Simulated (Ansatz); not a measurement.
**SiMo₃: density, localisation and related maps**

Input

```
crystal:
  lattice:
    - [4.8615851671, 0.0, 0.0]
    - [0.0, 4.8615851671, 0.0]
    - [0.0, 0.0, 4.8615851671]
  atoms:
    - { symbol: Si, position: [-0.0118757617, -0.0118757617, -0.0118757617] }
    - { symbol: Si, position: [0.4881242383, 0.4881242383, 0.4881242383] }
    - { symbol: Mo, position: [0.25, 0.0, 0.5] }
    - { symbol: Mo, position: [0.5, 0.75, 0.0] }
    - { symbol: Mo, position: [0.75, 0.0, 0.5] }
    - { symbol: Mo, position: [0.5, 0.25, 0.0] }
    - { symbol: Mo, position: [0.0, 0.5, 0.75] }
    - { symbol: Mo, position: [0.0, 0.5, 0.25] }
basis:
  ecutwfc: 420
kpoints:
  mp_grid: { grid: [8, 8, 8] }
hamiltonian:
  xc: pbesol
scf:
  occupations: { method: gaussian, width: 0.15 }
output:
  forces: true
  stress: true
  eigenvalues: true
  write_density: true
  write_potential: true
  elf: true
  volumetric_format: npy
```

Command:

```sh
ansatz run input.yaml --threads 2 --pin off --max-ram 5120MiB --backend cpu --events-out ev --progress --plain --runs-dir out
```

Below, planes, directions and counts refer to the conventional cell (a = 6.88 Å, b = 6.88 Å, c = 8.42 Å, α = 90.00°, β = 90.00°, γ = 120.00°).

Space group R3c; changed on purpose from its base cell (all Si atoms moved -0.100 Å, as atom 1 along Cartesian [1 1 1]); not relaxed (largest force 0.9 eV/Å); computed without spin polarisation.

Computed with Ansatz, DFT PBEsol, scalar-relativistic, plane waves, PAW.

Core electrons are frozen (PAW), and the valence fields are smoothed inside the atomic spheres.

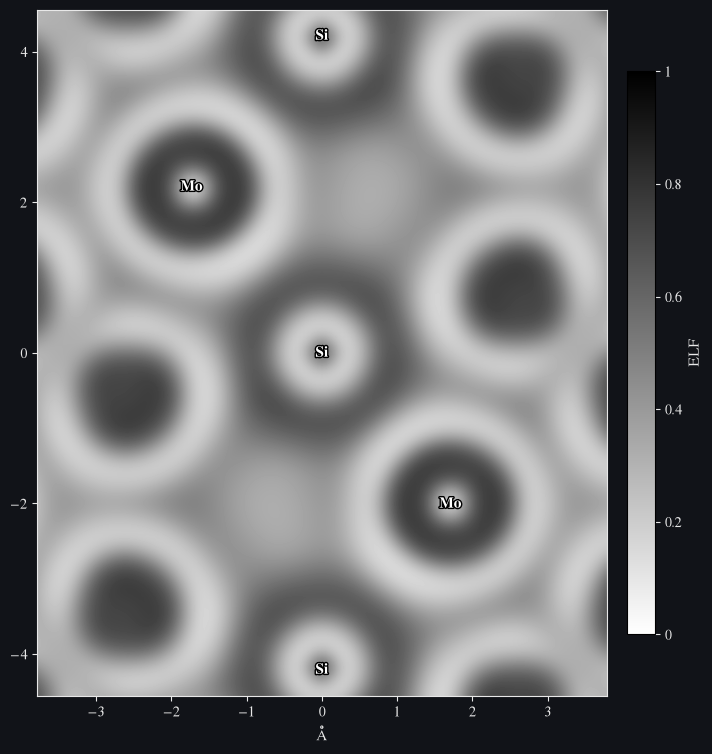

Figure 1. Electron localisation function on the (100) plane of the conventional cell.

What do the fields say about this system?

Answer. The plane passes through Si and Mo nuclei.
Atoms just off the plane (Mo, 0.5 Å away) can leave unmarked features too.
Si–Mo (2.64 Å): the ELF peaks at about 0.65 in the valence shell of Si, 0.9 Å from its nucleus, and is about 0.30 at the midpoint.
Si–Mo (2.80 Å): the ELF peaks at about 0.65 in the valence shell of Si, 0.9 Å from its nucleus, and drops to about 0.15 between the two atoms.
The features right at Mo lie inside the PAW spheres, where the map follows smoothed inner orbitals and isn't to be read closely.

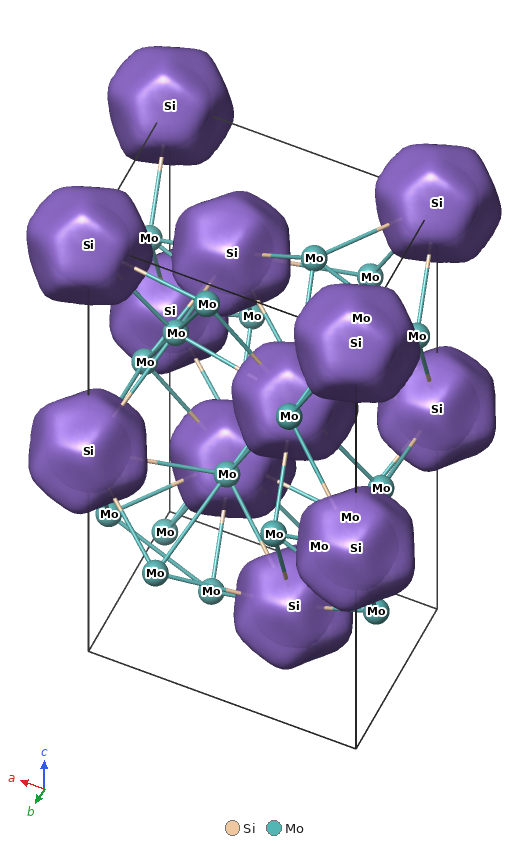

Figure 2. Isosurface of the ELF at 0.6 (purple), seen at an oblique angle. Only the valence region is drawn (cores and ρ < 0.01 e/Å³ removed). Sticks mark near contacts.

What do the ELF domains correspond to?

Answer. The surface consists of six regions wrapped around Si (the valence shell of each), counted in one cell of 24 atoms. Regions shared between cells count once. Profiles from the grid: Mo–Mo (2.43 Å): the ELF is about 0.30 at the midpoint.

Does the calculation make it a metal, or give it a gap?

Answer. It is metallic or semimetallic at this level of theory: no gap opens.
